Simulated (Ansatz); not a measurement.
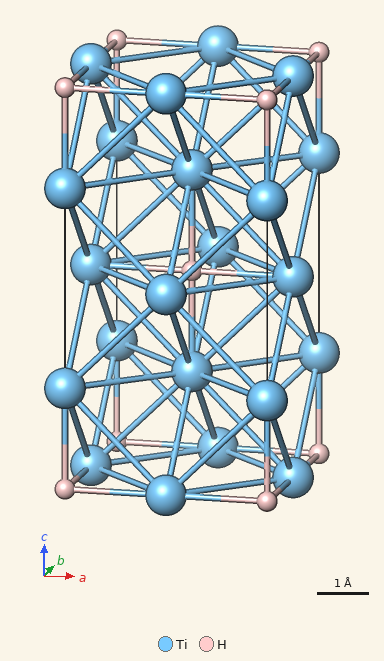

Normal modes of a crystal of Ti4H (a generated structure), space group I4/mmm (No. 139), at the zone centre. A ball-and-stick model of the conventional cell (2 times the calculation's cell), seen slightly off an axis. Lengths and directions refer to the drawn axes.

Level of theory: DFT PBE, scalar-relativistic, plane waves, PAW (Ansatz 0.2.0). (plane-wave cutoff 420 eV; k-point mesh 12 × 12 × 12; occupations fermi dirac; smearing width 0.15 eV; no spin polarisation)

The frequencies depend somewhat on the k-mesh and the smearing.

### List the optical modes.

The calculation's cell holds 5 atoms, so there are 12 optical modes, in 8 levels. The optical modes span B₂u + 3E_u + A₁g + E_g + 2A₂u. No level is unstable.

```
level  symmetry  frequency (cm⁻¹)         activity
    1       B₂u               157           silent
    2       E_u               177  infrared-active
    3       A₁g               182     Raman-active
    4       E_u               204  infrared-active
    5       E_g               210     Raman-active
    6       A₂u               222  infrared-active
    7       E_u               920  infrared-active
    8       A₂u              1015  infrared-active
```

The crystal is a metal, so free carriers screen the infrared response.

The displacement patterns (one member of each degenerate set), 6 of the levels:

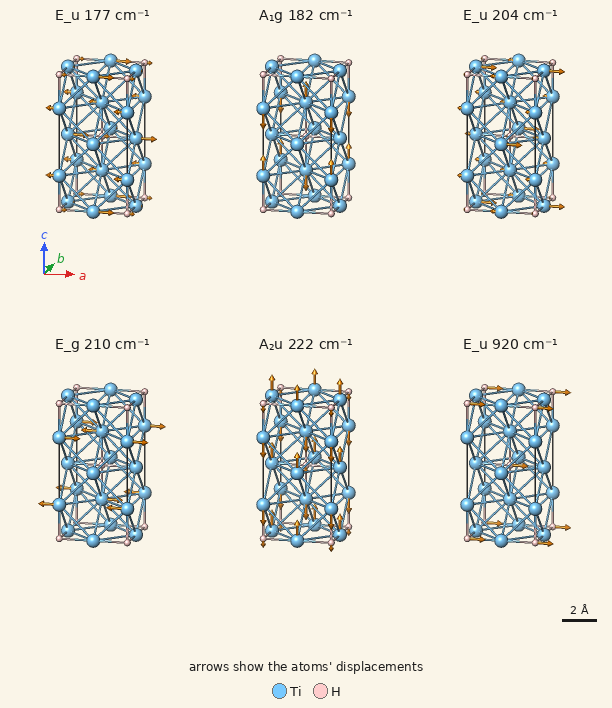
